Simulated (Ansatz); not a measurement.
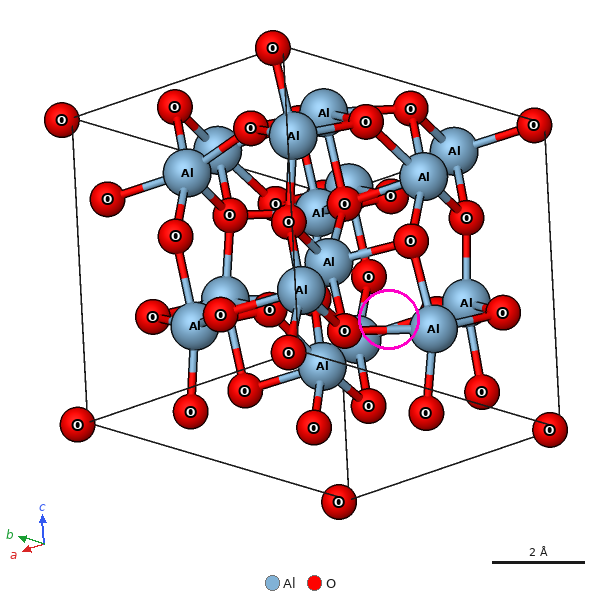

The structure above is drawn in ball-and-stick style and viewed from a general direction. The supercell is outlined; an atom on or near a face, edge or corner is repeated at each equivalent position. The host is Al2O3, in a cell of 40 sites, and the cell carries a charge of +1. A ring marks the defect's site.

Q: Spot the defect.

A: An oxygen vacancy. Around the empty site lie four Al at about 2.0 to 2.1 Å.

Theory: DFT PBE, scalar-relativistic, plane waves, PAW (Ansatz). Numerical settings: 420 eV cutoff, the zone sampled with 2×2×2 points, Gaussian smearing of 0.02 eV, collinear spins.

Q: Does a spin moment come with the defect?

A: Yes, 1.0 μB in the cell.

The atoms were relaxed in the host's cell with DFT PBE, scalar-relativistic, plane waves, PAW in Ansatz 0.2.0.
